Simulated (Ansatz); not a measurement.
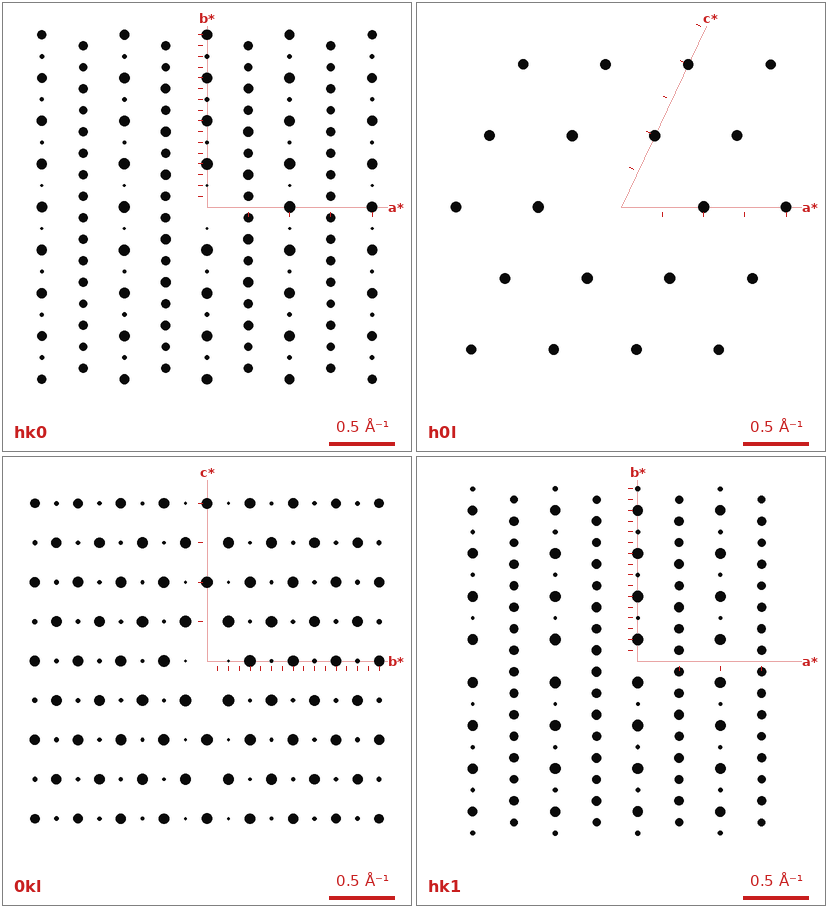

Four undistorted layers of reciprocal space, calculated for a single crystal (neutrons, kinematic |F|², B = 0.5 Å²). Tick marks count the reciprocal lattice steps of the conventional cell along each axis.

The compound is Tl. Structure: the geometry relaxed with DFT, revPBE, plane waves (420 eV) with PAW, scalar-relativistic (Ansatz 0.2.0); the starting structure was generated, so it need not be a known form of this composition.

> What cell do the layers give?

a* = 0.322, b* = 0.084, c* = 0.308 Å⁻¹, β* = 64.8°; the cell is monoclinic with a = 3.43 Å, b = 11.91 Å, c = 3.59 Å, β = 115.24°.

> List the systematic absences.

Reflections are present only under these conditions. hkl: h + k = 2n; hk0: h + k = 2n; h0l: h = 2n, l = 2n; 0kl: k = 2n; h00: h = 2n; 0k0: k = 2n; 00l: l = 2n. The lattice is C-centred (C).

> Which space groups fit?

The intensities have Laue symmetry 2/m (the hk0 layer shows 2mm, hk1 shows m). With these conditions the candidates are Cc (No. 9), C2/c (No. 15). Diffraction geometry alone does not choose among them; the structure has C2/c.
